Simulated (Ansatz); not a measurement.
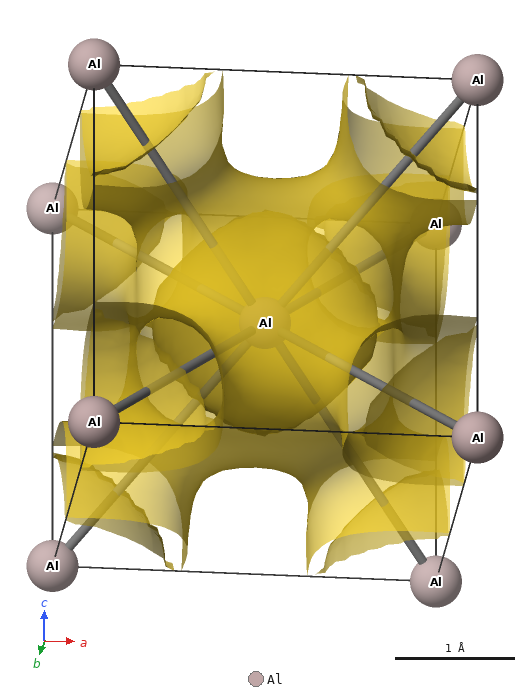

*Al. Isosurface of the electron localisation function at 0.55 (yellow), seen at an oblique angle. Only the valence region is drawn (cores and ρ < 0.01 e/Å³ removed). Sticks mark near contacts.*

Space group Im-3m; set up as Al, bcc; a generated structure, not necessarily the stable one; changed on purpose from its base cell (volume × 1.04); computed pressure about −3 GPa in this cell; computed without spin polarisation.

Method: DFT, PBEsol, plane waves (420 eV) with PAW, scalar-relativistic (Ansatz).

Where are the electrons localised?

Answer. At this value the surface marks out one network that runs through the whole crystal, counted in one cell of 2 atoms. Regions shared between cells count once. There are no localised bonds or lone pairs at this value. Along the contacts the grid gives the following. Al–Al (2.82 Å): the ELF peaks at about 0.65 between the atoms.

Does the calculation make it a metal, or give it a gap?

Answer. It is metallic or semimetallic at this level of theory: no gap opens.
